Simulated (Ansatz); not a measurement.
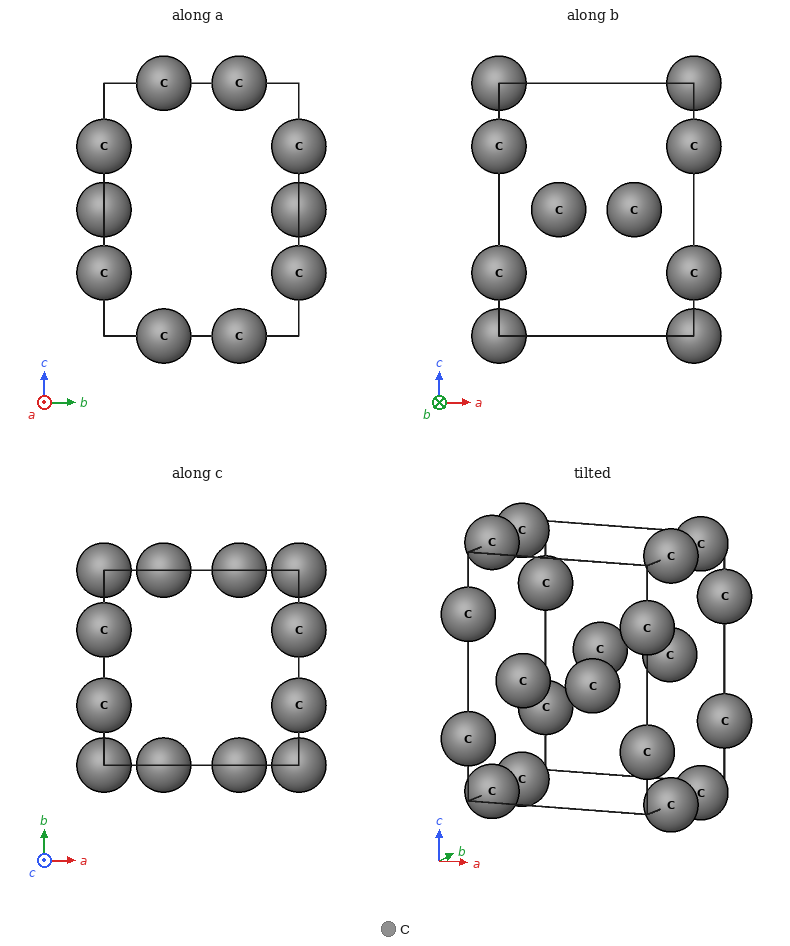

An orthographic spheres-only view of the structure, along the a axis, along the b axis, along the c axis and slightly off an axis. The frame is the conventional unit cell; atoms at its boundary are shown with their periodic copies.

Lattice parameters: a = 3.4382 Å, b = 3.4382 Å, c = 4.4592 Å, α = 90.000°, β = 90.000°, γ = 90.000°.

Transcribe the picture into a CIF in P1 with every atom of the cell, with free fractional coordinates to two decimals.

```cif
data_structure
_symmetry_space_group_name_H-M 'P 1'
_symmetry_Int_Tables_number 1
_cell_length_a 3.4382
_cell_length_b 3.4382
_cell_length_c 4.4592
_cell_angle_alpha 90.000
_cell_angle_beta 90.000
_cell_angle_gamma 90.000
_cell_volume 52.71
loop_
_atom_site_label
_atom_site_type_symbol
_atom_site_fract_x
_atom_site_fract_y
_atom_site_fract_z
_atom_site_occupancy
C1 C 0.00 0.00 0.25 1
C2 C 0.00 0.00 0.75 1
C3 C 0.69 0.00 0.50 1
C4 C 0.31 0.00 0.50 1
C5 C 0.00 0.69 0.00 1
C6 C 0.00 0.31 0.00 1
```

The structure was taken from a structure type filled with this element by a generator (whether the element takes this form wasn't checked). It is drawn as it came out of a relaxation with DFT PBE, scalar-relativistic, plane waves, PAW (Ansatz).
